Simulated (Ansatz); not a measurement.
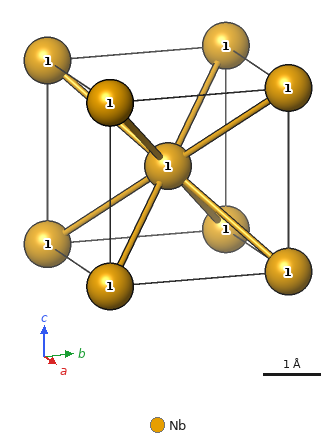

Fig. 1: The structure (ball-and-stick view of the cell 2 times as large as that of the calculation, set on its symmetry axes, seen slightly off an axis; atoms are numbered from 1 in the order of the input). An atom can appear more than once, as a periodic image. Near neighbours in the periodic cell (some may lie outside the picture): Nb has 8 Nb at 2.88 Å.

## Single-point calculation, with input and output: Nb

System: Nb (Im-3m, 1 atom in the cell).
Method: DFT PBE, scalar-relativistic, plane waves, PAW, no spin polarisation (Ansatz 0.2.0).

The structure derives from an entry of the Crystallography Open Database. Figures and captions count atoms from 1; the log counts them from 0 in places.

**The input**
```yaml
crystal:
  lattice:
    - [-1.66395, 1.66395, 1.66395]
    - [1.66395, -1.66395, 1.66395]
    - [1.66395, 1.66395, -1.66395]
  atoms:
    - { symbol: Nb, position: [0.0, 0.0, 0.0] }
basis:
  ecutwfc: 420
kpoints:
  mp_grid: { grid: [8, 8, 8] }
hamiltonian:
  xc: pbe
scf:
  occupations: { method: gaussian, width: 0.1 }
output:
  forces: true
  stress: true
  eigenvalues: true
```

Machine: 4 threads of Intel Xeon (Sapphire Rapids), 64 GiB of memory available, shared host.

Launch command:
```bash
ansatz run input.yaml --threads 4 --pin off --max-ram 10240MiB --backend cpu --events-out ev --progress --plain --runs-dir out
```

**Log**
```
Engine: ansatz 0.2.0, x86_64-unknown-linux-gnu
Pseudopotentials: kind: paw
Pseudopotential: Nb, paw, valence charge 13, recommended cutoff 420 eV (normal), Nb.paw.azcp
Functional definition: PBE
  parameter kappa = 0.804
  parameter beta = 0.06672455060314922
  exchange = pbe_x(kappa = kappa, mu = beta*pi^2/3)
  correlation = pbe_c(beta = beta)
Crystal: 1 atoms, lattice volume = 18.428 Å³
Basis set: ecut = 420 eV, 369 PW (Γ), exchange–correlation on 40×40×40 points (8 copies of the dense FFT grid, shifted against one another)
Bands: 11, of which v1, the nominal top of the filled ones, is band 7 counted from 1 (6 counted from 0)
Symmetry: 48 space group operations
Space group: Im-3m (ITA 229), of the structure as read, at distance tolerance 2.6e-5 Å
k-points: 29 of 512
Non-local potential: Nb, projectors of the file, l = 0: 3, l = 1: 2, l = 2: 2, l = 3: 1
PAW form: soft (Blöchl's): semilocal exchange-correlation on the pseudo side does not see the compensation charge
PAW one-centre angular grid: Nb, 590 points (default); XC on 64 Gauss nodes
Initial density: superposition of atomic densities (neutral atoms: chi_scale 0, normalization atom), corrected by the library's trained network
Initial wavefunctions: pseudopotential atomic-orbital guess
Functional: x = pbe(κ = 0.804, μ = 0.2195149727645171), c = pbe(β = 0.06672455060314922)
SCF iter   1: F=—  HF=-4552.311796 eV  |F-HF|=—  |Δ(HF+E_count)|=         —  Δρ=5.35e-3  dr2=4.20e-3  ethr=1.77e-3  ⟨swp⟩=4.9  Hψ=1834  notcnv=0
preconditioner: auto → none  [metal: Δε(μ)=0.079 eV  Ē_g=7.459 eV  σ=0.100 eV  W_gap=0.42  n_scr=0 (ndim 8)  ℏωp=19.3 eV  f_vac=0.000  D(μ)=1.29/eV (n_scr^D=12)]
SCF iter   2: F=—  HF=-4552.310940 eV  |F-HF|=—  |Δ(HF+E_count)|=   8.56e-4  Δρ=2.20e-3  dr2=4.35e-4  ethr=3.23e-5  ⟨swp⟩=2.0  Hψ=637  notcnv=0
SCF iter   3: F=—  HF=-4552.310927 eV  |F-HF|=—  |Δ(HF+E_count)|=   1.26e-5  Δρ=6.14e-4  dr2=3.74e-5  ethr=3.34e-6  ⟨swp⟩=1.0  Hψ=308  notcnv=0
SCF iter   4: F=—  HF=-4552.310927 eV  |F-HF|=—  |Δ(HF+E_count)|=   3.30e-7  Δρ=4.24e-5  dr2=8.74e-8  ethr=2.88e-7  ⟨swp⟩=1.0  Hψ=311  notcnv=0
iter 5 did not close the SCF: its close was put off for the readings that it lacked (scf_convergence_deferred on its scf_iter line)
SCF iter   5: F=-4552.310928 eV  HF=-4552.310928 eV  |F-HF|=1.02e-10  |Δ(HF+E_count)|=   8.83e-8  Δρ=3.03e-6  dr2=5.07e-10  ethr=6.72e-10  ⟨swp⟩=2.1  Hψ=481  notcnv=0
SCF iter   6: F=-4552.310928 eV  HF=-4552.310928 eV  |F-HF|=3.64e-12  |Δ(HF+E_count)|=  1.86e-10  Δρ=2.96e-7  dr2=4.52e-12  ethr=3.90e-12  ⟨swp⟩=2.2  Hψ=1092  notcnv=0
SCF 1 converged in 6 iterations: F = -4552.310928 eV  dr2 = 4.52e-12
  greatest PAW one-centre occupation: 0.998 electrons in one spin orbital (limit 2), on the Nb atom at site 0 (counted from 0), in its partial waves of l = 0
SCF converged after 6 iterations
Free energy (F): -4552.310928 eV
Harris-Foulkes:  -4552.310928 eV  (|F-HF|=3.64e-12)
Internal energy: -4552.304276 eV  (E = F + TS)
E sigma→0 (E₀):  -4552.307602 eV
Entropy (-TS):   -0.006652 eV (-6.652 meV/atom)
Fermi energy:    17.176592 eV
--- Per-component energies (eV) ---
  E_band       = -73.812035
  E_kinetic    = 394.229893
  E_local      = -706.337962  (includes V_loc(G=0)·N_el)
  E_nonlocal   = 119.691600
  E_hartree    = 219.489252
  E_xc         = -175.449839
  E_vxc        = -212.824104  (∫ρ·V_xc dr)
  E_paw        = -3073.325273  (= ΣΔE_a)
  E_vpaw       = -107.550001  (= ΣTr[D̂ρ^β])
  E_aug_tail   = 0.000006  (compensation charges beyond the density's cutoff)
  E_ewald      = -1330.601953
  E_smearing   = -0.006652  (= −TS)
  E_closure    = 0.000000  (closes the sum)
  Σ components = -4552.310928   (vs F -4552.310928, Δ=0.00e0)
--- Forces (eV/Å), atoms counted from 1 ---
  atom   1  Nb    -0.00000000     0.00000000    -0.00000000
  max |Σ_I F_I| component: 4.83e-32 eV/Å
--- Stress (GPa, compression-positive) ---
       -2.304261      -0.000000      -0.000000
       -0.000000      -2.304261      -0.000000
        0.000000       0.000000      -2.304261
  P = ⅓ Tr σ = -2.3043 GPa (-23.043 kbar)
--- Band table (eV; the first three rows and the last of 29) ---
  k-point 0: bands = ["-37.0851", "-12.4423", "-12.4423", "-12.4423", "11.4421", "17.6655", "17.6655", "17.6655", "20.5000", "20.5000", "31.3849"]
  k-point 1: bands = ["-37.0527", "-12.6394", "-12.5028", "-12.4438", "12.0445", "17.3089", "17.5429", "18.2577", "20.0653", "20.5119", "31.8004"]
  k-point 2: bands = ["-36.9739", "-13.0966", "-12.6461", "-12.4476", "13.3498", "16.5659", "17.2057", "19.9132", "19.9970", "20.6488", "31.4820"]
  k-point 28: bands = ["-36.7023", "-13.3093", "-13.3093", "-13.3093", "13.7103", "13.7103", "22.7392", "22.7392", "22.7392", "26.1836", "26.1836"]
```

**Summary**

| quantity | value |
| --- | --- |
| outcome | converged |
| space group (tolerance 0.01 Å) | Im-3m (229) |
| electrons treated | 13 |
| free energy | −4552.3109 eV |
| Fermi energy | 17.177 eV |
| gap on the k-point mesh | none (metallic) |
| pressure | −2.30 GPa |
| largest force (length of the vector) | under 0.001 eV/Å |
| peak memory | 0.28 GiB |
